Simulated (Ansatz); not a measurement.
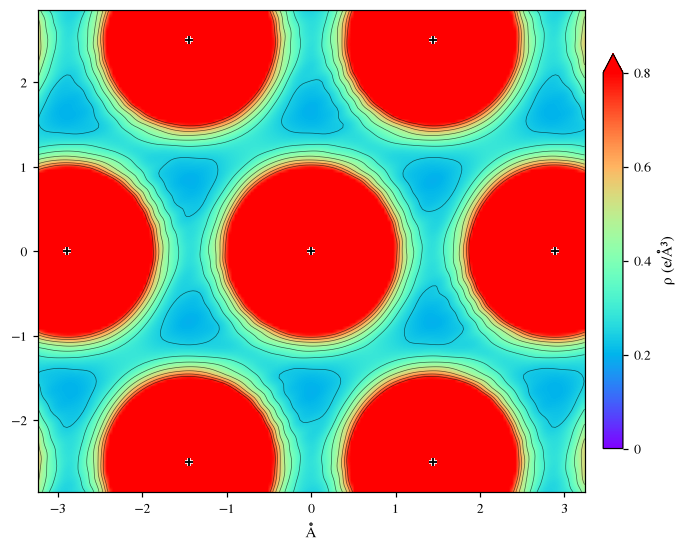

The valence charge density (pseudo) on a plane through atoms (crosses mark nuclei in the plane).

Level of theory: Ansatz 0.2.0, DFT PBEsol, scalar-relativistic, plane waves, PAW.

Candidates:
A. Al, a = 2.85 Å, b = 4.94 Å, c = 5.44 Å, α = 116.97°, β = 105.18°, γ = 90.00°. Space group P6₃/mmc; a structure from a database of computed crystals, not necessarily the ambient phase.
B. Au, a = 5.78 Å, b = 5.78 Å, c = 5.78 Å, α = 60.00°, β = 60.00°, γ = 60.00°. Space group Fm-3m.

**Which candidate gave the map?**

Candidate B: Au on the (001) plane of the calculation cell, which holds Au. Au–Au (2.89 Å): the density is about 0.28 e/Å³ at the midpoint.
